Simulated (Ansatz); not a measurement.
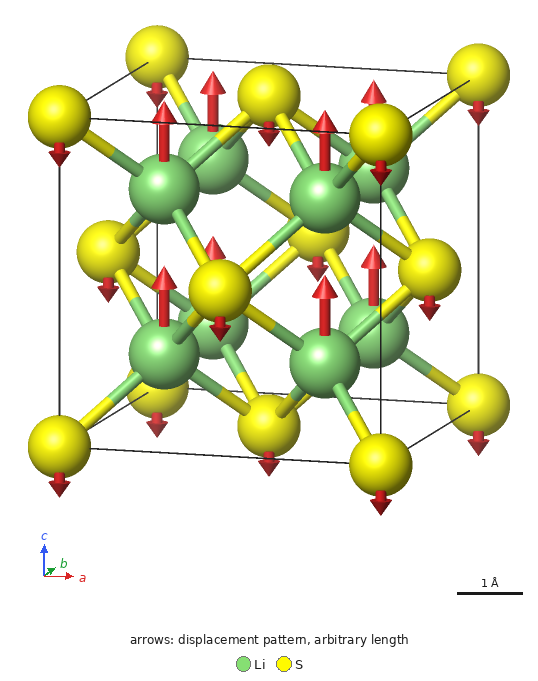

Lattice vibrations of crystalline Li$_{2}$S relaxed at 18 GPa, at the zone centre. The optical levels lie at 491 (×3), 515 (×3) cm⁻¹. One mode is drawn. Displacements are drawn as red arrows; their common scale and sign are arbitrary. Style: ball-and-stick. Shown: the conventional cell (4 times the calculation's cell), slightly off an axis. Lengths and directions refer to the drawn axes.

Theory: Ansatz 0.2.0, DFT PBE, scalar-relativistic, plane waves, PAW. Settings: plane-wave cutoff 420 eV; k-point mesh 8 × 8 × 8; occupations fixed; target pressure 18 GPa; no spin polarisation.

Frequencies are those without the non-analytic (LO–TO) term.

Q: To which level does it belong?

A: The level at 491 cm⁻¹. This is the T₁u mode (triply degenerate; one member of the set is drawn), the lowest optical level, infrared-active by symmetry. The Li sublattice moves against the S sublattice, along c; the kinetic energy is shared as Li 70 %, S 30 %. Its infrared intensity is 20 (D/Å)²/amu for the set. The value is the transverse one; the longitudinal partner lies at 582 cm⁻¹.
